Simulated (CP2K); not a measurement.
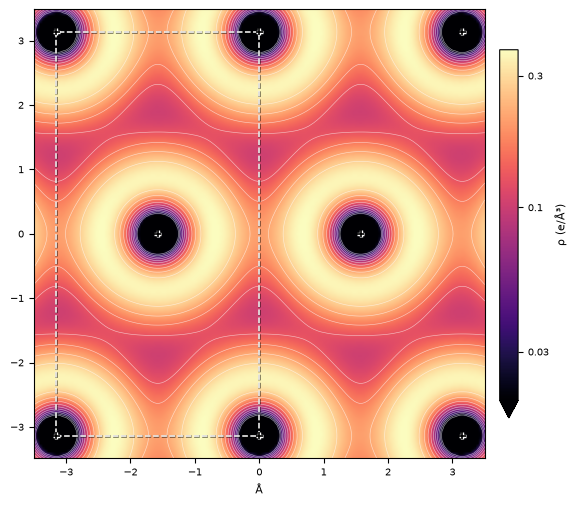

The valence pseudo-density on a plane through atoms (crosses mark nuclei in the plane).

Method: CP2K 2026.2, Kohn-Sham DFT of a periodic cell, PBE, GTH-PBE with UZH-TZVP basis.

Candidates:
A. PtSe$_{2}$, a = 3.72 Å, b = 3.72 Å, c = 5.06 Å, α = 90.00°, β = 90.00°, γ = 120.00°. Space group P-3m1; not relaxed (largest force 0.7 eV/Å); computed pressure about 9 GPa in this cell.
B. Ge, a = 4.99 Å, b = 5.30 Å, c = 2.87 Å, α = 90.00°, β = 90.00°, γ = 90.00°. Space group Imma; a structure from a database of computed crystals, not necessarily the ambient phase; computed pressure about 2 GPa in this cell.
C. Sb, a = 3.15 Å, b = 3.15 Å, c = 5.42 Å, α = 90.00°, β = 90.00°, γ = 90.00°. Space group I4/mmm; a structure from a database of computed crystals, not necessarily the ambient phase; computed pressure about 3 GPa in this cell.

**Which candidate gave the map?**

Candidate C: Sb on the (011) plane of the conventional cell, which holds Sb. Sb–Sb (3.15 Å): ρ at the midpoint is about 0.21 e/Å³.
